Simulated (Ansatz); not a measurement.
# Single-point calculation, with input and output: C (part 1 of 2)

The run: single-point calculation of C (slab, 24 atoms in the cell). Method and program: DFT PBEsol, scalar-relativistic, plane waves, PAW, spin-polarised (Ansatz 0.2.0).

The structure derives from an entry of the Crystallography Open Database. It belongs to a series of runs on one base structure; here: spin: collinear. Figures and captions count atoms from 1; the log counts them from 0 in places.

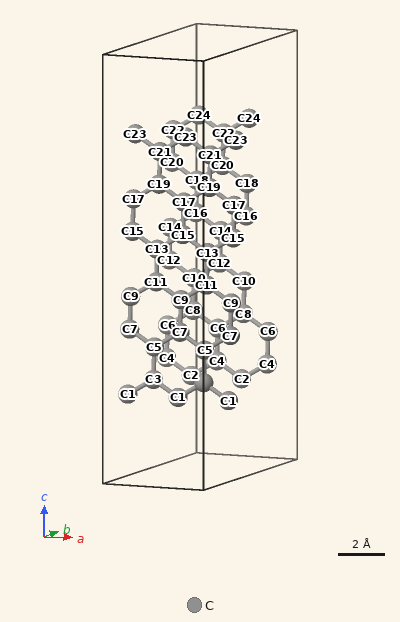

Fig. 1: The input geometry (ball-and-stick view of the 2 repeat of the cell, with the vacuum cut short, seen slightly off an axis; atoms are numbered from 1 in the order of the input). An atom can appear more than once, as a periodic image.

## Input file
```yaml
crystal:
  lattice:
    - [2.4589175859, 0.0, 0.0]
    - [-1.229458793, 11.1573273866, 0.0]
    - [0.0, 0.0, 26.8128146024]
  atoms:
    - { symbol: C, position: [0.9232686225, 0.8465372451, 0.2797169977], spin: 1.0 }
    - { symbol: C, position: [0.5868345339, 0.1736690678, 0.2975663154], spin: 1.0 }
    - { symbol: C, position: [0.4253079518, 0.8506159036, 0.3061360156], spin: 1.0 }
    - { symbol: C, position: [0.0888738632, 0.1777477264, 0.3239853333] }
    - { symbol: C, position: [0.4293398654, 0.8586797308, 0.3589765315] }
    - { symbol: C, position: [0.0929057768, 0.1858115535, 0.3768258492] }
    - { symbol: C, position: [0.9313791947, 0.8627583893, 0.3853955494] }
    - { symbol: C, position: [0.594945106, 0.1898902121, 0.4032448671] }
    - { symbol: C, position: [0.9354111083, 0.8708222165, 0.4382360653] }
    - { symbol: C, position: [0.5989770196, 0.1979540393, 0.456085383] }
    - { symbol: C, position: [0.4374504375, 0.8749008751, 0.4646550832] }
    - { symbol: C, position: [0.1010163489, 0.2020326978, 0.4825044009] }
    - { symbol: C, position: [0.4414823511, 0.8829647022, 0.5174955991] }
    - { symbol: C, position: [0.1050482625, 0.210096525, 0.5353449168] }
    - { symbol: C, position: [0.9435216804, 0.8870433608, 0.543914617] }
    - { symbol: C, position: [0.6070875918, 0.2141751835, 0.5617639347] }
    - { symbol: C, position: [0.947553594, 0.895107188, 0.5967551329] }
    - { symbol: C, position: [0.6111195053, 0.2222390107, 0.6146044506] }
    - { symbol: C, position: [0.4495929232, 0.8991858465, 0.6231741508] }
    - { symbol: C, position: [0.1131588346, 0.2263176692, 0.6410234685] }
    - { symbol: C, position: [0.4536248368, 0.9072496737, 0.6760146667] }
    - { symbol: C, position: [0.1171907482, 0.2343814964, 0.6938639844], spin: 1.0 }
    - { symbol: C, position: [0.9556641661, 0.9113283322, 0.7024336846], spin: 1.0 }
    - { symbol: C, position: [0.6192300775, 0.238460155, 0.7202830023], spin: 1.0 }
basis:
  ecutwfc: 420
kpoints:
  mp_grid: { grid: [14, 3, 1] }
hamiltonian:
  xc: pbesol
scf:
  occupations: { method: gaussian, width: 0.1 }
output:
  forces: true
  stress: true
  eigenvalues: true
  populations: true
  write_density: true
  write_potential: true
  elf: true
  volumetric_format: npy
magnetization:
  spin_polarized: true
efield:
  axis: 3
  dipole_correction: true
  ramp_width: 0.04
```

Launch command:
```bash
ansatz run input.yaml --threads 2 --pin off --max-ram 5120MiB --backend cpu --events-out ev --progress --plain --runs-dir out
```

## What the program printed
```
Warning: crystal.symmetry: narrowed to the stabiliser of the k-point mesh — unitary ops 2 → 1; excluded 1 operation that carries a point of the 14×3×1 mesh (shift [0, 0, 0]) off the mesh (the run samples exactly the mesh kpoints.mp_grid names, as under crystal.symmetry.detect: false, and its converged state has the mesh's symmetry, not the crystal's; ε∞, the Born charges and the force constants of a linear response (`dielectric:` by the response, `phonons.method: dfpt`) are averaged over those of the crystal's operations that the state keeps within a tolerance, where `mesh_tensors`, `unaveraged_element` or `gamma_mean_max_change_ev_ang2` stands beside them; a row that `dielectric.field_direction` solves alone is averaged likewise, with nothing beside; a Γ-centred mesh of equal divisions is mapped onto itself by every operation and keeps the whole group, as does a half-shifted one under kpoints.further_shifts: images)
Engine: ansatz 0.2.0, x86_64-unknown-linux-gnu
Pseudopotentials: kind: paw
Pseudopotential: C, paw, valence charge 4, recommended cutoff 420 eV (normal), C.paw.azcp
Functional definition: PBEsol
  exchange = pbesol_x
  correlation = pbesol_c
Crystal: 24 atoms, lattice volume = 735.608 Å³
Basis set: ecut = 420 eV, 14321 PW (Γ), exchange–correlation on 36×160×360 points (8 copies of the dense FFT grid, shifted against one another)
Bands: 75, of which v1, the nominal top of the filled ones, is band 48 counted from 1 (47 counted from 0)
Symmetry: 1 space group operations
k-points: 22 of 42 (time reversal used)
Non-local potential: C, projectors of the file, l = 0: 2, l = 1: 2, l = 2: 1
PAW form: soft (Blöchl's): semilocal exchange-correlation on the pseudo side does not see the compensation charge
PAW frozen core: C, regenerated for the run's functional, and the local potential with it (the file was generated under x = pbe(κ = 0.804, μ = 0.2195149727645171), c = pbe(β = 0.06672455060314922))
PAW one-centre angular grid: C, 110 points (default); XC on 64 Gauss nodes
Initial density: superposition of atomic densities (neutral atoms: chi_scale 0, normalization atom)
Starting moments: Σ|m| = 6 μB on 6 of 24 sites
Initial wavefunctions: pseudopotential atomic-orbital guess
Functional: x = pbesol(κ = 0.804, μ = 0.12345679012345678), c = pbesol(β = 0.046)
SCF iter   1: F=—  HF=-5918.133113 eV  |F-HF|=—  |Δ(HF+E_count)|=         —  Δρ=3.92e-2 (↑3.47e-2 ↓3.92e-2)  dr2=3.18e1  dr2_m=1.33e0  M=3.299 μB ∫|m|=3.526 μB  β_m=0.30  ethr=3.10e-3  p=0.000 e·Å  D=5.20e-14 V/Å  ΔV_dip=-0.00 eV  dr2_dipole=1.41e-10  V_vac-E_F(+/−)=8.14/8.14 eV  ⟨swp⟩=8.7  Hψ=18996  notcnv=0  defer=394
efield: sawtooth ramp at fractional position 0.9800 (placed from the atoms, in the widest stretch of the axis that holds none; the zero of the levels goes with the place), width 0.0400; the density the first Hamiltonian is built on has a dipole p = 0.000 e·Å; the dipole correction subtracts the counter field D = 5.20e-14 V/Å, which shifts the + side's vacuum level by -0.00 eV against the − side's; the planar-averaged density in the ramp window peaks in size at 1.7e-8 e/Å³
preconditioner: auto → LDOS  [metal: Δε(μ)=0.057 eV  Ē_g=15.535 eV  σ=0.100 eV  W_gap=0.31  n_scr=90 (ndim 8)  ℏωp=13.4 eV  f_vac=0.621  D(μ)=12.43/eV (n_scr^D=72)]
spin=Collinear: LDOS preconditioning applied to the charge; magnetization (m = ρ↑ − ρ↓) channel mixes plain (no charge-response kernel on spin).
SCF iter   2: F=—  HF=-5911.657277 eV  |F-HF|=—  |Δ(HF+E_count)|=    6.48e0  Δρ=2.64e-2 (↑2.28e-2 ↓2.64e-2)  dr2=1.54e1  dr2_m=7.41e-1  M=3.545 μB ∫|m|=3.754 μB  β_m=0.30  ethr=3.10e-3  p=0.000 e·Å  D=2.49e-5 V/Å  ΔV_dip=-0.00 eV  dr2_dipole=1.35e-5  V_vac-E_F(+/−)=7.73/7.73 eV  ⟨swp⟩=2.1  Hψ=6249  notcnv=0  defer=890  κ⁻¹=1.0e0(r=1)
SCF iter   3: F=—  HF=-5907.291781 eV  |F-HF|=—  |Δ(HF+E_count)|=    4.37e0  Δρ=1.04e-2 (↑9.31e-3 ↓1.04e-2)  dr2=2.22e0  dr2_m=4.39e-1  M=4.305 μB ∫|m|=4.451 μB  β_m=0.30  ethr=3.10e-3  p=0.001 e·Å  D=1.85e-4 V/Å  ΔV_dip=-0.00 eV  dr2_dipole=5.38e-5  V_vac-E_F(+/−)=6.82/6.83 eV  ⟨swp⟩=3.1  Hψ=5087  notcnv=0  defer=892  κ⁻¹=3.9e-2(r=2)
SCF iter   4: F=—  HF=-5907.358723 eV  |F-HF|=—  |Δ(HF+E_count)|=   6.69e-2  Δρ=8.61e-3 (↑6.98e-3 ↓8.61e-3)  dr2=1.21e0  dr2_m=3.09e-1  M=4.619 μB ∫|m|=4.782 μB  β_m=0.30  ethr=2.31e-3  p=0.001 e·Å  D=1.87e-4 V/Å  ΔV_dip=-0.01 eV  dr2_dipole=2.83e-4  V_vac-E_F(+/−)=6.32/6.32 eV  ⟨swp⟩=2.5  Hψ=4053  notcnv=0  defer=868  κ⁻¹=2.0e-3(r=3)
SCF iter   5: F=—  HF=-5907.419598 eV  |F-HF|=—  |Δ(HF+E_count)|=   6.09e-2  Δρ=6.84e-3 (↑4.71e-3 ↓6.84e-3)  dr2=6.46e-1  dr2_m=1.88e-1  M=4.730 μB ∫|m|=4.927 μB  β_m=0.30  ethr=1.26e-3  p=-0.000 e·Å  D=-3.44e-5 V/Å  ΔV_dip=0.00 eV  dr2_dipole=3.10e-5  V_vac-E_F(+/−)=5.85/5.85 eV  ⟨swp⟩=2.0  Hψ=2752  notcnv=0  defer=868  κ⁻¹=1.1e-3(r=4)
SCF iter   6: F=—  HF=-5907.445626 eV  |F-HF|=—  |Δ(HF+E_count)|=   2.60e-2  Δρ=4.50e-3 (↑3.54e-3 ↓4.50e-3)  dr2=1.43e-1  dr2_m=9.85e-2  M=4.719 μB ∫|m|=4.948 μB  β_m=0.30  ethr=6.73e-4  p=-0.001 e·Å  D=-2.90e-4 V/Å  ΔV_dip=0.01 eV  dr2_dipole=1.97e-5  V_vac-E_F(+/−)=5.40/5.40 eV  ⟨swp⟩=2.4  Hψ=3543  notcnv=0  defer=873  κ⁻¹=7.0e-4(r=5)
SCF iter   7: F=—  HF=-5907.497684 eV  |F-HF|=—  |Δ(HF+E_count)|=   5.21e-2  Δρ=3.62e-3 (↑2.84e-3 ↓3.62e-3)  dr2=4.19e-2  dr2_m=6.68e-2  M=4.827 μB ∫|m|=5.094 μB  β_m=0.30  ethr=1.49e-4  p=-0.001 e·Å  D=-3.49e-4 V/Å  ΔV_dip=0.01 eV  dr2_dipole=8.43e-5  V_vac-E_F(+/−)=5.24/5.23 eV  ⟨swp⟩=1.8  Hψ=3157  notcnv=0  defer=873  κ⁻¹=3.7e-4(r=6)
SCF iter   8: F=—  HF=-5907.541312 eV  |F-HF|=—  |Δ(HF+E_count)|=   4.36e-2  Δρ=2.88e-3 (↑2.37e-3 ↓2.88e-3)  dr2=2.27e-2  dr2_m=4.41e-2  M=4.868 μB ∫|m|=5.177 μB  β_m=0.30  ethr=4.37e-5  p=-0.001 e·Å  D=-2.97e-4 V/Å  ΔV_dip=0.01 eV  dr2_dipole=1.24e-4  V_vac-E_F(+/−)=5.13/5.12 eV  ⟨swp⟩=2.1  Hψ=4111  notcnv=0  defer=869  κ⁻¹=5.7e-5(r=7)
SCF iter   9: F=—  HF=-5907.570502 eV  |F-HF|=—  |Δ(HF+E_count)|=   2.92e-2  Δρ=2.27e-3 (↑1.96e-3 ↓2.27e-3)  dr2=1.15e-2  dr2_m=2.87e-2  M=4.886 μB ∫|m|=5.234 μB  β_m=1.20  ethr=2.37e-5  p=-0.001 e·Å  D=-1.82e-4 V/Å  ΔV_dip=0.00 eV  dr2_dipole=1.10e-4  V_vac-E_F(+/−)=5.04/5.04 eV  ⟨swp⟩=2.3  Hψ=3702  notcnv=0  defer=869
Mixer restart at iter 9: flushing history
spin-set hold released at iteration 9 (site moments contracting): the magnetisation degrees of freedom join the quasi-Newton model from the next iteration; the mixer history was flushed
SCF iter  10: F=—  HF=-5907.633677 eV  |F-HF|=—  |Δ(HF+E_count)|=   6.32e-2  Δρ=1.27e-3 (↑7.06e-4 ↓1.27e-3)  dr2=6.71e-2  dr2_m=3.20e-3  M=5.013 μB ∫|m|=5.489 μB  β_m=0.37  ethr=1.20e-5  p=-0.000 e·Å  D=-1.11e-4 V/Å  ΔV_dip=0.00 eV  dr2_dipole=1.67e-7  V_vac-E_F(+/−)=4.96/4.96 eV  ⟨swp⟩=2.4  Hψ=5074  notcnv=0  defer=869
density mixer auto → msr1: a metal under ldos (density of states about μ 0.51 of a free-electron gas's, 90 screened modes)
SCF iter  11: F=—  HF=-5907.625127 eV  |F-HF|=—  |Δ(HF+E_count)|=   8.55e-3  Δρ=9.74e-4 (↑6.86e-4 ↓9.74e-4)  dr2=1.78e-2  dr2_m=3.56e-3  M=5.008 μB ∫|m|=5.483 μB  β_m=0.66  ethr=1.20e-5  p=0.000 e·Å  D=7.18e-5 V/Å  ΔV_dip=-0.00 eV  dr2_dipole=5.41e-7  V_vac-E_F(+/−)=4.88/4.88 eV  ⟨swp⟩=2.0  Hψ=4024  notcnv=0  defer=869
SCF iter  12: F=—  HF=-5907.630187 eV  |F-HF|=—  |Δ(HF+E_count)|=   5.06e-3  Δρ=3.53e-4 (↑1.39e-4 ↓3.53e-4)  dr2=2.29e-3  dr2_m=2.58e-4  M=5.037 μB ∫|m|=5.597 μB  β_m=0.62  ethr=1.20e-5  p=0.000 e·Å  D=2.86e-5 V/Å  ΔV_dip=-0.00 eV  dr2_dipole=3.39e-7  V_vac-E_F(+/−)=4.75/4.75 eV  ⟨swp⟩=2.5  Hψ=4539  notcnv=0  defer=869
SCF iter  13: F=—  HF=-5907.630362 eV  |F-HF|=—  |Δ(HF+E_count)|=   1.75e-4  Δρ=1.49e-4 (↑1.14e-4 ↓1.49e-4)  dr2=2.47e-4  dr2_m=9.42e-5  M=5.037 μB ∫|m|=5.598 μB  β_m=0.81  ethr=2.38e-6  p=0.000 e·Å  D=2.04e-5 V/Å  ΔV_dip=-0.00 eV  dr2_dipole=7.37e-8  V_vac-E_F(+/−)=4.76/4.76 eV  ⟨swp⟩=2.4  Hψ=4471  notcnv=0  defer=870
SCF iter  14: F=—  HF=-5907.630564 eV  |F-HF|=—  |Δ(HF+E_count)|=   2.02e-4  Δρ=6.74e-5 (↑3.54e-5 ↓6.74e-5)  dr2=3.44e-5  dr2_m=1.24e-5  M=5.039 μB ∫|m|=5.608 μB  β_m=0.79  ethr=2.58e-7  p=0.000 e·Å  D=1.58e-5 V/Å  ΔV_dip=-0.00 eV  dr2_dipole=3.77e-8  V_vac-E_F(+/−)=4.77/4.77 eV  ⟨swp⟩=2.0  Hψ=4372  notcnv=0  defer=870
SCF iter  15: F=—  HF=-5907.630316 eV  |F-HF|=—  |Δ(HF+E_count)|=   2.48e-4  Δρ=1.90e-5 (↑1.90e-5 ↓1.65e-5)  dr2=3.50e-6  dr2_m=1.71e-6  M=5.040 μB ∫|m|=5.614 μB  β_m=0.83  ethr=3.59e-8  p=0.000 e·Å  D=2.69e-6 V/Å  ΔV_dip=-0.00 eV  dr2_dipole=1.62e-9  V_vac-E_F(+/−)=4.77/4.77 eV  ⟨swp⟩=2.1  Hψ=4724  notcnv=0  defer=871
SCF iter  16: F=—  HF=-5907.630319 eV  |F-HF|=—  |Δ(HF+E_count)|=   2.86e-6  Δρ=6.33e-6 (↑5.94e-6 ↓6.33e-6)  dr2=1.03e-6  dr2_m=1.38e-7  M=5.041 μB ∫|m|=5.618 μB  β_m=0.77  ethr=3.65e-9  p=-0.000 e·Å  D=-2.54e-7 V/Å  ΔV_dip=0.00 eV  dr2_dipole=7.72e-11  V_vac-E_F(+/−)=4.77/4.77 eV  ⟨swp⟩=2.0  Hψ=4582  notcnv=0  defer=871
SCF iter  17: F=—  HF=-5907.630319 eV  |F-HF|=—  |Δ(HF+E_count)|=   1.48e-7  Δρ=3.21e-6 (↑1.80e-6 ↓3.21e-6)  dr2=1.43e-7  dr2_m=3.01e-8  M=5.041 μB ∫|m|=5.618 μB  β_m=0.75  ethr=1.07e-9  p=-0.000 e·Å  D=-1.15e-7 V/Å  ΔV_dip=0.00 eV  dr2_dipole=1.57e-11  V_vac-E_F(+/−)=4.77/4.77 eV  ⟨swp⟩=2.0  Hψ=4296  notcnv=0  defer=871
SCF iter  18: F=-5907.630319 eV  HF=-5907.630319 eV  |F-HF|=2.69e-9  |Δ(HF+E_count)|=   5.40e-8  Δρ=8.98e-7 (↑8.98e-7 ↓7.45e-7)  dr2=2.66e-9  dr2_m=4.12e-9  M=5.041 μB ∫|m|=5.619 μB  ethr=1.04e-10  p=-0.000 e·Å  D=-2.95e-7 V/Å  ΔV_dip=0.00 eV  dr2_dipole=2.24e-11  V_vac-E_F(+/−)=4.77/4.77 eV  ⟨swp⟩=39.2  Hψ=40857  notcnv=0
SCF 1 converged in 18 iterations: F = -5907.630319 eV  dr2 = 2.66e-9
  greatest PAW one-centre occupation: 0.724 electrons in one spin orbital (limit 2), on the C atom at site 23 (counted from 0), in its partial waves of l = 0
```

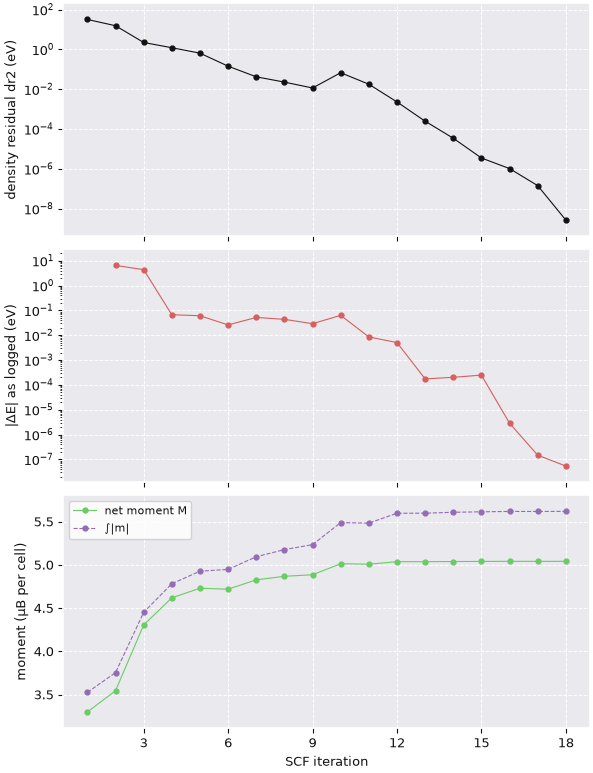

Fig. 2: Convergence of the self-consistent field: density residual dr2, size of the energy change and magnetic moment against the SCF iteration. The residual comes down, with one marked jump up, by a factor of about 6, at step 10. The net moment goes from 3.3 to 5.0 μB per cell.

```
WARN: The output density's exchange-correlation potential varies sharply where the density is thin. Do not read a vacuum level from v_tot or v_xc, or from such a field of the output density. On a cell that repeats whose density bears no net charge and no dipole along the vacuum's axis use v_es (v_loc + v_h of the components); under efield.dipole_correction with no amplitude use v_es + v_field, which holds any external_charges[].barrier, or the levels of the report's work_function block, which leave it out; under a non-zero efield.amplitude the vacuum is tilted and has no level; on a cell that repeats and bears such a dipole with no correction it is tilted too, and efield.dipole_correction with no amplitude gives each side of its ramp a level where efield: is served; in a cell that repeats whose density bears a net charge (total_charge, or a fill off its count) it is curved and has none; of a slab under crystal.periodic whose density bears no net charge use v_es, which has a level on each side, short of where the two are joined; of another it falls or rises all the way out and has none; of a slab beside external_charges read slab_vacuum_level instead, which it has where they leave it neutral. The grid or the basis barely resolves most such structure, and the values can differ between equally converged runs; as a rule a tighter scf.convergence.dr2_threshold does not remove it. Where the density itself ripples (under the LDA too) a higher basis.ecutwfc lessens it. The files hold the spikes' plane waves up to the density's cutoff. Files: v_tot_of_output_density and the like, and their columns of v_z.tsv (output.write_potential); v_xc_of_output_density and the like, and their columns of v_comp_z.tsv (output.write_potential_components). Measured: with its Gaussian average of σ = 0.25 Å subtracted twice, the exchange-correlation potential is over 0.1 eV at 12595 of the grid points where the equally averaged density (valence and model cores) is under 1e-3 e/Å³, and 1.92 eV at the most among them, at an averaged density of 3.7e-5 e/Å³. The input density's (outcome.potential() and, of a run that writes arrays, v_tot and v_xc) is over 0.1 eV, so measured, at 10601 points of its own thin density, 1.92 eV at the most. See output.write_potential in the manual, Limitations
SCF converged after 18 iterations
Magnetization: 5.0407 μB (50.5203 up, 45.4797 down)
Absolute magnetization: 5.6247 μB (∫|ρ↑−ρ↓|, with the PAW one-centre terms)
Spin contamination: 0.0748 ħ² per cell (⟨S²⟩ above its minimum at these occupations)
Per-site moments (μB) at R_I (Å): [(0.44216418042842076, 0.5856084186747389), (0.43810340296962574, 0.5856084186894922), (-0.0032226225249067653, 0.5856084186747389), (-0.0036059510175332275, 0.5856084186894922), (0.06056520200224427, 0.585608418674739), (0.058867805353033036, 0.5856084186894921), (-0.008334618568170072, 0.585608418674739), (-0.008479218188574932, 0.5856084186894921), (0.00833721765201364, 0.585608418689492), (0.007817637525357994, 0.5856084186747391), (-0.0028945833564771074, 0.585608418689492), (-0.0029361683739921023, 0.5856084186747391), (-0.0029367233751700574, 0.585608418689492), (-0.0028950919244158653, 0.585608418674739), (0.00781823861973088, 0.585608418689492), (0.008337728451456765, 0.585608418674739), (-0.008479863141341373, 0.585608418674739), (-0.008335080078962297, 0.5856084186747389), (0.058868492530190886, 0.585608418674739), (0.060565704444535504, 0.5856084186747389), (-0.0036062806322937485, 0.5856084186747391), (-0.0032229442211227986, 0.5856084186894921), (0.43810362963564875, 0.5856084186747391), (0.44216442326027405, 0.5856084186894921)]
Free energy (F): -5907.630319 eV
Harris-Foulkes:  -5907.630319 eV  (|F-HF|=2.69e-9)
Internal energy: -5907.621762 eV  (E = F + TS)
E sigma→0 (E₀):  -5907.626041 eV
Entropy (-TS):   -0.008557 eV (-0.357 meV/atom)
Fermi energy:    -1.308227 eV
Dipole field:    D = 0.000003 V/Å  (p = 0.000012 e·Å, saw-weighted, corrected)
Work function:   Φ+ = 4.7720 eV   Φ− = 4.7721 eV
Levels:          The Fermi level and band energies are counted from a zero that moves with the ramp; work functions are not
```
